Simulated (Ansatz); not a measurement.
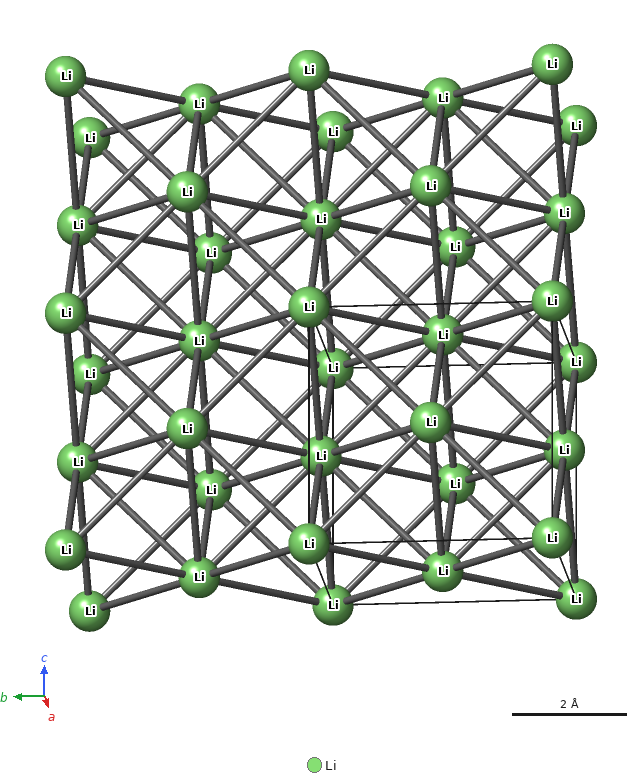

Figure 1. The structure as given in the input (ball-and-stick view of the cell 4 times as large as that of the calculation, set on its symmetry axes, repeated 1 × 2 × 2, seen at an oblique angle). Near neighbours in the crystal (not all of them lie inside the picture): Li has 12 Li at 3.05 Å.

## Phonon calculation of Li (part 1 of 2)

System: Li (Fm-3m, 1 atom in the cell).
Method: DFT, PBEsol, all-electron LAPW, scalar-relativistic; harmonic phonons by finite displacements, no spin polarisation (Ansatz 0.2.0).

The structure derives from an entry of the Crystallography Open Database.

The input:
```yaml
crystal:
  lattice:
    - [0.0, 2.15927727517, 2.15927727517]
    - [2.15927727517, 0.0, 2.15927727517]
    - [2.15927727517, 2.15927727517, 0.0]
  atoms:
    - { symbol: Li, position: [0.0, 0.0, 0.0] }
kpoints:
  mp_grid: { grid: [20, 20, 20] }
scf:
  occupations: { method: fermi_dirac, width: 0.05 }
hamiltonian:
  xc: pbesol
  pseudopotentials: { kind: all_electron, lapw: { basis_error: 0.0005 } }
phonons:
  qmesh: [4, 4, 4]
  qpath:
    path:
      - [0.0, 0.0, 0.0]
      - [0.5, 0.0, 0.5]
      - [0.625, 0.25, 0.625]
      - [0.375, 0.375, 0.75]
      - [0.0, 0.0, 0.0]
      - [0.5, 0.5, 0.5]
      - [0.5, 0.25, 0.75]
      - [0.5, 0.0, 0.5]
    npoints: 6
  temperatures: { t_min: 0, t_max: 1000, t_step: 100 }
```

Run on 2 threads of Intel Xeon @ 2.90GHz (Ice Lake), 32 GiB of memory available, shared host.

Command:
```bash
ansatz run input.yaml --threads 2 --pin off --max-ram 10240MiB --backend cpu --events-out ev --progress --plain --runs-dir out
```

The program's output:
```
LAPW: plane waves up to 4.708 Å⁻¹, error target 5.0e-4 eV per atom; small_component_spin mean_spin; Li in spheres of 1.481 Å, 3 of its electrons in bands, Dirac shells [] (how accurate: hamiltonian.pseudopotentials.lapw.basis_error, Limitations)
Engine: ansatz 0.2.0, x86_64-unknown-linux-gnu
Pseudopotentials: kind: all_electron
Pseudopotential: Li, LAPW, valence charge 3, lapw/all_electron/scalar/gaussian/Li, Koelling and Harmon's equation, gaussian nucleus
Functional definition: PBEsol
  exchange = pbesol_x
  correlation = pbesol_c
Crystal: 4 atoms, lattice volume = 80.541 Å³
Basis set: ecut = 84.44956569620678 eV, 127 PW (Γ), FFT grids on a1, a2, −a1+2a2+a3, exchange–correlation at level 2
Bands: 24, of which v1, the nominal top of the filled ones, is band 6 counted from 1 (5 counted from 0)
Symmetry: 16 space group operations
k-points: 531 of 2000
Non-local potential: Li, projectors of the file, none
Initial density: superposition of atomic densities (chi_scale 0.1, normalization cell)
Initial wavefunctions: plane waves of lowest kinetic energy (no species holds an atomic orbital)
Functional: x = pbesol(κ = 0.804, μ = 0.12345679012345678), c = pbesol(β = 0.046)
iter 1 solved again at ethr=2.30e-5 eV; its pass at ethr=1.00e-1 eV (dr2=2.76e-3 eV) is discarded
SCF iter   1: F=—  HF=-812.017728 eV  |F-HF|=—  |Δ(HF+E_count)|=         —  Δρ=1.82e-3  dr2=2.75e-3  ethr=2.30e-5  ⟨swp⟩=4.7  Hψ=91652  notcnv=0
preconditioner: auto → none  [metal: Δε(μ)=0.063 eV  Ē_g=10.563 eV  σ=0.050 eV  W_gap=0.29  n_scr=8 (ndim 8)  ℏωp=8.3 eV  f_vac=0.000  D(μ)=1.80/eV (n_scr^D=8)  sad-step TF]
SCF iter   2: F=—  HF=-812.013717 eV  |F-HF|=—  |Δ(HF+E_count)|=   4.01e-3  Δρ=1.15e-3  dr2=1.20e-3  ethr=2.29e-5  ⟨swp⟩=2.0  Hψ=29475  notcnv=0
iter 3 solved again at ethr=2.55e-7 eV; its pass at ethr=1.00e-5 eV (dr2=3.06e-5 eV) is discarded
SCF iter   3: F=—  HF=-812.012913 eV  |F-HF|=—  |Δ(HF+E_count)|=   8.04e-4  Δρ=1.71e-4  dr2=3.06e-5  ethr=2.55e-7  ⟨swp⟩=2.0  Hψ=48330  notcnv=0
SCF iter   4: F=—  HF=-812.012922 eV  |F-HF|=—  |Δ(HF+E_count)|=   8.78e-6  Δρ=6.15e-6  dr2=4.09e-8  ethr=2.55e-7  ⟨swp⟩=2.0  Hψ=29474  notcnv=0
SCF iter   5: F=-812.012922 eV  HF=-812.012922 eV  |F-HF|=2.55e-10  |Δ(HF+E_count)|=   2.58e-8  Δρ=1.91e-7  dr2=3.15e-11  ethr=3.41e-10  ⟨swp⟩=2.4  Hψ=29729  notcnv=0
the search or the solves at the SCF's close seem to have found levels that the self-consistency loop had missed (the run counts 1). By its estimate they hold under 1e-12 electrons; where the run keeps them, the occupations were computed again with them
SCF 1 converged in 5 iterations: F = -812.012922 eV  dr2 = 3.15e-11
Symmetry: 2 space group operations
k-points: 531 of 2000 (time reversal used)
Initial density: handed on by an earlier stage of this run
Initial wavefunctions: plane waves of lowest kinetic energy (no species holds an atomic orbital; no wavefunctions were taken with the density)
iter 1 solved again at ethr=1.24e-6 eV; its pass at ethr=1.00e-1 eV (dr2=1.49e-4 eV) is discarded
SCF iter   1: F=—  HF=-812.012893 eV  |F-HF|=—  |Δ(HF+E_count)|=         —  Δρ=1.77e-4  dr2=1.49e-4  ethr=1.24e-6  ⟨swp⟩=6.1  Hψ=103369  notcnv=0
preconditioner: auto → none  [metal: Δε(μ)=0.062 eV  Ē_g=10.558 eV  σ=0.050 eV  W_gap=0.28  n_scr=8 (ndim 8)  ℏωp=8.3 eV  f_vac=0.000  D(μ)=1.79/eV (n_scr^D=8)]
iter 2 solved again at ethr=9.21e-8 eV; its pass at ethr=1.24e-6 eV (dr2=1.10e-5 eV) is discarded
SCF iter   2: F=—  HF=-812.012856 eV  |F-HF|=—  |Δ(HF+E_count)|=   3.75e-5  Δρ=4.82e-5  dr2=1.10e-5  ethr=9.21e-8  ⟨swp⟩=2.0  Hψ=48336  notcnv=0
SCF iter   3: F=—  HF=-812.012853 eV  |F-HF|=—  |Δ(HF+E_count)|=   3.13e-6  Δρ=6.16e-6  dr2=7.32e-8  ethr=9.21e-8  ⟨swp⟩=2.0  Hψ=29478  notcnv=0
SCF iter   4: F=—  HF=-812.012853 eV  |F-HF|=—  |Δ(HF+E_count)|=   1.20e-8  Δρ=1.74e-6  dr2=7.18e-9  ethr=6.10e-10  ⟨swp⟩=2.0  Hψ=29478  notcnv=0
SCF iter   5: F=-812.012853 eV  HF=-812.012853 eV  |F-HF|=1.65e-11  |Δ(HF+E_count)|=   1.03e-9  Δρ=2.62e-7  dr2=7.84e-11  ethr=5.98e-11  ⟨swp⟩=2.0  Hψ=29478  notcnv=0
SCF 2 converged in 5 iterations: F = -812.012853 eV  dr2 = 7.84e-11
Symmetry: 1 space group operations
k-points: 1002 of 2000 (time reversal used)
iter 1 solved again at ethr=5.03e-7 eV; its pass at ethr=1.00e-1 eV (dr2=6.04e-5 eV) is discarded
SCF iter   1: F=—  HF=-812.012891 eV  |F-HF|=—  |Δ(HF+E_count)|=         —  Δρ=1.19e-4  dr2=6.01e-5  ethr=5.03e-7  ⟨swp⟩=6.8  Hψ=201853  notcnv=0
iter 2 solved again at ethr=2.57e-8 eV; its pass at ethr=5.01e-7 eV (dr2=3.08e-6 eV) is discarded
SCF iter   2: F=—  HF=-812.012875 eV  |F-HF|=—  |Δ(HF+E_count)|=   1.64e-5  Δρ=2.72e-5  dr2=3.08e-6  ethr=2.57e-8  ⟨swp⟩=2.0  Hψ=91152  notcnv=0
SCF iter   3: F=—  HF=-812.012874 eV  |F-HF|=—  |Δ(HF+E_count)|=   8.61e-7  Δρ=6.28e-6  dr2=9.72e-8  ethr=2.57e-8  ⟨swp⟩=2.0  Hψ=55596  notcnv=0
SCF iter   4: F=—  HF=-812.012874 eV  |F-HF|=—  |Δ(HF+E_count)|=   2.09e-8  Δρ=1.52e-6  dr2=5.43e-9  ethr=8.10e-10  ⟨swp⟩=2.0  Hψ=55596  notcnv=0
SCF iter   5: F=-812.012874 eV  HF=-812.012874 eV  |F-HF|=7.32e-11  |Δ(HF+E_count)|=  7.28e-10  Δρ=5.69e-7  dr2=3.24e-10  ethr=4.53e-11  ⟨swp⟩=2.0  Hψ=55596  notcnv=0
SCF 3 converged in 5 iterations: F = -812.012874 eV  dr2 = 3.24e-10
Basis set: ecut = 84.44956569620678 eV, 135 PW (Γ), FFT grids on a1, a2, −2a1−2a2+a3, exchange–correlation at level 2
Symmetry: 32 space group operations
k-points: 363 of 2000
iter 1 solved again at ethr=2.31e-5 eV; its pass at ethr=1.00e-1 eV (dr2=2.77e-3 eV) is discarded
SCF iter   1: F=—  HF=-812.017727 eV  |F-HF|=—  |Δ(HF+E_count)|=         —  Δρ=1.82e-3  dr2=2.75e-3  ethr=2.31e-5  ⟨swp⟩=4.7  Hψ=62830  notcnv=0
preconditioner: auto → none  [metal: Δε(μ)=0.063 eV  Ē_g=10.559 eV  σ=0.050 eV  W_gap=0.29  n_scr=8 (ndim 8)  ℏωp=8.3 eV  f_vac=0.000  D(μ)=1.80/eV (n_scr^D=8)  sad-step TF]
SCF iter   2: F=—  HF=-812.013717 eV  |F-HF|=—  |Δ(HF+E_count)|=   4.01e-3  Δρ=1.15e-3  dr2=1.20e-3  ethr=2.29e-5  ⟨swp⟩=2.0  Hψ=20144  notcnv=0
iter 3 solved again at ethr=2.55e-7 eV; its pass at ethr=1.00e-5 eV (dr2=3.06e-5 eV) is discarded
SCF iter   3: F=—  HF=-812.012913 eV  |F-HF|=—  |Δ(HF+E_count)|=   8.04e-4  Δρ=1.71e-4  dr2=3.06e-5  ethr=2.55e-7  ⟨swp⟩=2.0  Hψ=33031  notcnv=0
SCF iter   4: F=—  HF=-812.012922 eV  |F-HF|=—  |Δ(HF+E_count)|=   8.78e-6  Δρ=6.17e-6  dr2=4.12e-8  ethr=2.55e-7  ⟨swp⟩=2.0  Hψ=20144  notcnv=0
SCF iter   5: F=-812.012922 eV  HF=-812.012922 eV  |F-HF|=2.46e-10  |Δ(HF+E_count)|=   2.61e-8  Δρ=1.97e-7  dr2=3.37e-11  ethr=3.43e-10  ⟨swp⟩=2.5  Hψ=20430  notcnv=0
SCF 4 converged in 5 iterations: F = -812.012922 eV  dr2 = 3.37e-11
Symmetry: 4 space group operations
k-points: 363 of 2000 (time reversal used)
iter 1 solved again at ethr=4.08e-7 eV; its pass at ethr=1.00e-1 eV (dr2=4.90e-5 eV) is discarded
SCF iter   1: F=—  HF=-812.012854 eV  |F-HF|=—  |Δ(HF+E_count)|=         —  Δρ=1.23e-4  dr2=4.87e-5  ethr=4.08e-7  ⟨swp⟩=7.0  Hψ=74627  notcnv=0
preconditioner: auto → none  [metal: Δε(μ)=0.062 eV  Ē_g=10.554 eV  σ=0.050 eV  W_gap=0.28  n_scr=8 (ndim 8)  ℏωp=8.3 eV  f_vac=0.000  D(μ)=1.79/eV (n_scr^D=8)]
iter 2 solved again at ethr=8.51e-9 eV; its pass at ethr=4.06e-7 eV (dr2=1.02e-6 eV) is discarded
SCF iter   2: F=—  HF=-812.012839 eV  |F-HF|=—  |Δ(HF+E_count)|=   1.49e-5  Δρ=2.03e-5  dr2=1.02e-6  ethr=8.51e-9  ⟨swp⟩=2.0  Hψ=33030  notcnv=0
SCF iter   3: F=—  HF=-812.012839 eV  |F-HF|=—  |Δ(HF+E_count)|=   2.57e-7  Δρ=4.20e-6  dr2=3.89e-8  ethr=8.50e-9  ⟨swp⟩=2.0  Hψ=20145  notcnv=0
SCF iter   4: F=—  HF=-812.012839 eV  |F-HF|=—  |Δ(HF+E_count)|=   5.39e-9  Δρ=1.08e-6  dr2=7.36e-9  ethr=3.25e-10  ⟨swp⟩=2.0  Hψ=20145  notcnv=0
SCF iter   5: F=-812.012839 eV  HF=-812.012839 eV  |F-HF|=6.71e-12  |Δ(HF+E_count)|=   1.62e-9  Δρ=2.53e-7  dr2=8.27e-11  ethr=6.13e-11  ⟨swp⟩=2.0  Hψ=20145  notcnv=0
SCF 5 converged in 5 iterations: F = -812.012839 eV  dr2 = 8.27e-11
k-points: 561 of 2000 (time reversal used)
iter 1 solved again at ethr=1.04e-6 eV; its pass at ethr=1.00e-1 eV (dr2=1.25e-4 eV) is discarded
SCF iter   1: F=—  HF=-812.012902 eV  |F-HF|=—  |Δ(HF+E_count)|=         —  Δρ=1.38e-4  dr2=1.24e-4  ethr=1.04e-6  ⟨swp⟩=6.3  Hψ=110503  notcnv=0
preconditioner: auto → none  [metal: Δε(μ)=0.061 eV  Ē_g=10.554 eV  σ=0.050 eV  W_gap=0.28  n_scr=8 (ndim 8)  ℏωp=8.3 eV  f_vac=0.000  D(μ)=1.79/eV (n_scr^D=8)]
SCF iter   2: F=—  HF=-812.012888 eV  |F-HF|=—  |Δ(HF+E_count)|=   1.38e-5  Δρ=9.55e-5  dr2=6.19e-5  ethr=1.04e-6  ⟨swp⟩=2.0  Hψ=31134  notcnv=0
iter 3 solved again at ethr=1.01e-9 eV; its pass at ethr=5.16e-7 eV (dr2=1.21e-7 eV) is discarded
SCF iter   3: F=—  HF=-812.012874 eV  |F-HF|=—  |Δ(HF+E_count)|=   1.43e-5  Δρ=7.89e-6  dr2=1.21e-7  ethr=1.01e-9  ⟨swp⟩=2.0  Hψ=51048  notcnv=0
SCF iter   4: F=-812.012874 eV  HF=-812.012874 eV  |F-HF|=2.19e-11  |Δ(HF+E_count)|=   3.18e-8  Δρ=5.52e-7  dr2=3.73e-10  ethr=1.01e-9  ⟨swp⟩=2.0  Hψ=31134  notcnv=0
SCF 6 converged in 4 iterations: F = -812.012874 eV  dr2 = 3.73e-10
Basis set: ecut = 84.44956569620678 eV, 135 PW (Γ), FFT grids on a1, a2, −a1−a2+a3, exchange–correlation at level 2
Symmetry: 48 space group operations
k-points: 198 of 2000
iter 1 solved again at ethr=2.31e-5 eV; its pass at ethr=1.00e-1 eV (dr2=2.77e-3 eV) is discarded
SCF iter   1: F=—  HF=-812.017727 eV  |F-HF|=—  |Δ(HF+E_count)|=         —  Δρ=1.82e-3  dr2=2.75e-3  ethr=2.31e-5  ⟨swp⟩=4.7  Hψ=34872  notcnv=0
preconditioner: auto → none  [metal: Δε(μ)=0.063 eV  Ē_g=10.561 eV  σ=0.050 eV  W_gap=0.29  n_scr=6 (ndim 8)  ℏωp=8.3 eV  f_vac=0.000  D(μ)=1.80/eV (n_scr^D=6)  sad-step TF]
SCF iter   2: F=—  HF=-812.013717 eV  |F-HF|=—  |Δ(HF+E_count)|=   4.01e-3  Δρ=1.15e-3  dr2=1.20e-3  ethr=2.29e-5  ⟨swp⟩=2.0  Hψ=11003  notcnv=0  defer=1
iter 3 solved again at ethr=2.55e-7 eV; its pass at ethr=1.00e-5 eV (dr2=3.06e-5 eV) is discarded
SCF iter   3: F=—  HF=-812.012913 eV  |F-HF|=—  |Δ(HF+E_count)|=   8.04e-4  Δρ=1.71e-4  dr2=3.06e-5  ethr=2.55e-7  ⟨swp⟩=2.0  Hψ=18043  notcnv=0
SCF iter   4: F=—  HF=-812.012922 eV  |F-HF|=—  |Δ(HF+E_count)|=   8.77e-6  Δρ=6.16e-6  dr2=4.11e-8  ethr=2.55e-7  ⟨swp⟩=2.0  Hψ=11001  notcnv=0
SCF iter   5: F=-812.012922 eV  HF=-812.012922 eV  |F-HF|=2.59e-10  |Δ(HF+E_count)|=   2.57e-8  Δρ=1.75e-7  dr2=2.62e-11  ethr=3.42e-10  ⟨swp⟩=2.3  Hψ=11063  notcnv=0
SCF 7 converged in 5 iterations: F = -812.012922 eV  dr2 = 2.62e-11
iter 1 solved again at ethr=2.95e-6 eV; its pass at ethr=1.00e-1 eV (dr2=3.54e-4 eV) is discarded
SCF iter   1: F=—  HF=-812.012933 eV  |F-HF|=—  |Δ(HF+E_count)|=         —  Δρ=1.60e-4  dr2=3.54e-4  ethr=2.95e-6  ⟨swp⟩=5.8  Hψ=103071  notcnv=0
preconditioner: auto → none  [metal: Δε(μ)=0.062 eV  Ē_g=10.556 eV  σ=0.050 eV  W_gap=0.28  n_scr=6 (ndim 8)  ℏωp=8.3 eV  f_vac=0.000  D(μ)=1.79/eV (n_scr^D=6)]
SCF iter   2: F=—  HF=-812.013341 eV  |F-HF|=—  |Δ(HF+E_count)|=   4.08e-4  Δρ=5.12e-4  dr2=4.77e-3  ethr=2.95e-6  ⟨swp⟩=2.0  Hψ=29508  notcnv=0  recentre
iter 3 solved again at ethr=4.47e-8 eV; its pass at ethr=2.95e-6 eV (dr2=5.36e-6 eV) is discarded
SCF iter   3: F=—  HF=-812.012893 eV  |F-HF|=—  |Δ(HF+E_count)|=   4.48e-4  Δρ=2.50e-5  dr2=5.36e-6  ethr=4.47e-8  ⟨swp⟩=2.0  Hψ=48336  notcnv=0
SCF iter   4: F=—  HF=-812.012893 eV  |F-HF|=—  |Δ(HF+E_count)|=   7.80e-7  Δρ=4.69e-6  dr2=4.10e-8  ethr=4.47e-8  ⟨swp⟩=2.0  Hψ=29478  notcnv=0
SCF iter   5: F=—  HF=-812.012893 eV  |F-HF|=—  |Δ(HF+E_count)|=   7.49e-8  Δρ=6.90e-6  dr2=8.55e-7  ethr=3.42e-10  ⟨swp⟩=2.0  Hψ=29478  notcnv=0
SCF iter   6: F=—  HF=-812.012893 eV  |F-HF|=—  |Δ(HF+E_count)|=   7.97e-8  Δρ=6.80e-7  dr2=5.20e-9  ethr=3.42e-10  ⟨swp⟩=2.0  Hψ=29478  notcnv=0
SCF iter   7: F=-812.012893 eV  HF=-812.012893 eV  |F-HF|=8.53e-12  |Δ(HF+E_count)|=  4.94e-10  Δρ=1.67e-7  dr2=3.53e-11  ethr=4.33e-11  ⟨swp⟩=2.0  Hψ=29478  notcnv=0
SCF 8 converged in 7 iterations: F = -812.012893 eV  dr2 = 3.53e-11
Basis set: ecut = 84.44956569620678 eV, 153 PW (Γ), FFT grids on a1, a2, −2a1+2a2+a3, exchange–correlation at level 2
Symmetry: 64 space group operations
iter 1 solved again at ethr=2.30e-5 eV; its pass at ethr=1.00e-1 eV (dr2=2.76e-3 eV) is discarded
SCF iter   1: F=—  HF=-812.017728 eV  |F-HF|=—  |Δ(HF+E_count)|=         —  Δρ=1.82e-3  dr2=2.75e-3  ethr=2.30e-5  ⟨swp⟩=4.6  Hψ=35312  notcnv=0
preconditioner: auto → none  [metal: Δε(μ)=0.063 eV  Ē_g=10.559 eV  σ=0.050 eV  W_gap=0.29  n_scr=4 (ndim 8)  ℏωp=8.3 eV  f_vac=0.000  D(μ)=1.80/eV (n_scr^D=4)  sad-step TF]
SCF iter   2: F=—  HF=-812.013717 eV  |F-HF|=—  |Δ(HF+E_count)|=   4.01e-3  Δρ=1.15e-3  dr2=1.20e-3  ethr=2.29e-5  ⟨swp⟩=2.0  Hψ=10981  notcnv=0  defer=1
iter 3 solved again at ethr=2.55e-7 eV; its pass at ethr=1.00e-5 eV (dr2=3.06e-5 eV) is discarded
SCF iter   3: F=—  HF=-812.012913 eV  |F-HF|=—  |Δ(HF+E_count)|=   8.04e-4  Δρ=1.71e-4  dr2=3.06e-5  ethr=2.55e-7  ⟨swp⟩=2.0  Hψ=17999  notcnv=0
SCF iter   4: F=—  HF=-812.012922 eV  |F-HF|=—  |Δ(HF+E_count)|=   8.77e-6  Δρ=6.15e-6  dr2=4.09e-8  ethr=2.55e-7  ⟨swp⟩=2.0  Hψ=10979  notcnv=0
SCF iter   5: F=-812.012922 eV  HF=-812.012922 eV  |F-HF|=2.67e-10  |Δ(HF+E_count)|=   2.57e-8  Δρ=1.82e-7  dr2=2.86e-11  ethr=3.41e-10  ⟨swp⟩=2.3  Hψ=11068  notcnv=0
SCF 9 converged in 5 iterations: F = -812.012922 eV  dr2 = 2.86e-11
iter 1 solved again at ethr=2.09e-6 eV; its pass at ethr=1.00e-1 eV (dr2=2.51e-4 eV) is discarded
```
